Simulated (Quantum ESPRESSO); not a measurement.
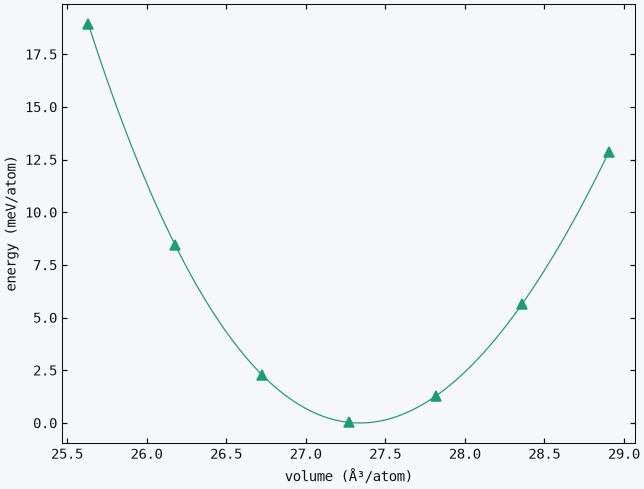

The figure shows the energy against volume for SnSe, space group Fm-3m (No. 225).

Structure:
```yaml
crystal:
  lattice:
    - [0.00000, 3.01000, 3.01000]
    - [3.01000, 0.00000, 3.01000]
    - [3.01000, 3.01000, 0.00000]
  atoms:
    - { symbol: Sn, position: [0.00000, 0.00000, 0.00000] }
    - { symbol: Se, position: [0.50000, 0.50000, 0.50000] }
```

Computed with Quantum ESPRESSO 7.5: plane-wave DFT, no spin polarisation; energies at scaled volumes of the given cell, shape and fractions fixed, counted from the fit's minimum, third-order Birch-Murnaghan fit. Level: rev-vdW-DF2.

k mesh 7×7×7; occupations Fermi–Dirac; smearing width 0.05 eV; potentials PseudoDojo 0.4.1 SR PBE standard; wave cutoff 1170 eV; density cutoff 4680 eV.

From this curve and the settings, what does the calculation give for the pressure at the same points?

The pressure falls from 3.75 GPa at volume 25.63 Å³/atom to −2.52 GPa at 28.91 Å³/atom, and changes sign near 27.34 Å³/atom.

```json
{"volume (Å³/atom)": "25.63", "pressure (GPa)": "3.75"}
{"volume (Å³/atom)": "26.18", "pressure (GPa)": "2.41"}
{"volume (Å³/atom)": "26.73", "pressure (GPa)": "1.21"}
{"volume (Å³/atom)": "27.27", "pressure (GPa)": "0.12"}
{"volume (Å³/atom)": "27.82", "pressure (GPa)": "-0.85"}
{"volume (Å³/atom)": "28.36", "pressure (GPa)": "-1.73"}
{"volume (Å³/atom)": "28.91", "pressure (GPa)": "-2.52"}
```

Keep in mind: potentials made for another functional.
